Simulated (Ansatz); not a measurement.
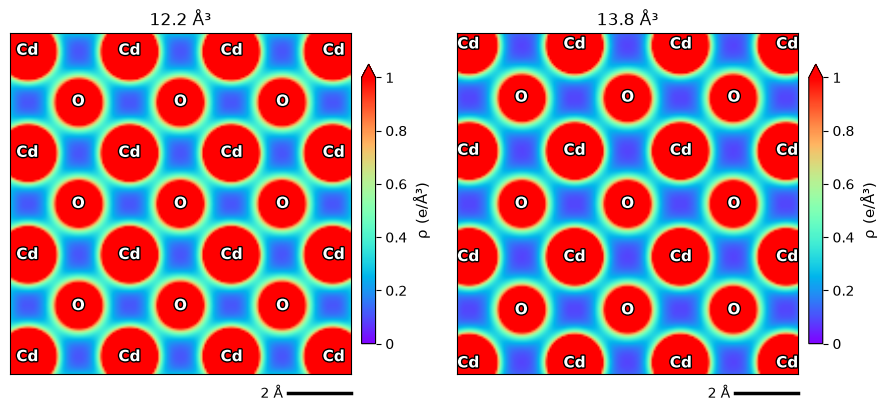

CdO. The valence electron density of cells scaled evenly to different volumes (given per atom above each panel), on the (101) plane of each (indices in the axes of the cell below), at one length scale and on one colour scale.

Method: Ansatz, Kohn-Sham DFT of a periodic cell, RPBE with D3(BJ), Ansatz PAW.

In a PAW calculation such maps are meaningful between the atoms, not at the nuclei.

The largest cell:

```
Cd O
1.0
     0.00000    2.39558    2.39558
     2.39558    0.00000    2.39558
     2.39558    2.39558    0.00000
Cd O
1 1
Direct
  0.00000 0.00000 0.00000
  0.50000 0.50000 0.50000
```

| volume (Å³/atom) | Cd–O contact in the plane (Å) | ρ at its midpoint (e/Å³) | pressure (GPa) | 
| --- | --- | --- | --- |
| 12.19 | 2.302 | 0.396 | −2.0 | 
| 12.97 | 2.350 | ? | ? | 
| 13.75 | 2.396 | 0.322 | −16.7 | 

> What values belong in the row with question marks?

Over the known rows ln ρ falls by 2.20 per Å of Cd–O distance (the line through the two), which gives 0.356 e/Å³ at 2.350 Å; the calculation gives 0.356 e/Å³. For the pressure, a straight line in volume between the neighbouring rows gives −9.4 GPa; the calculation gives −10.8, lower because pressure rises ever faster on compression.
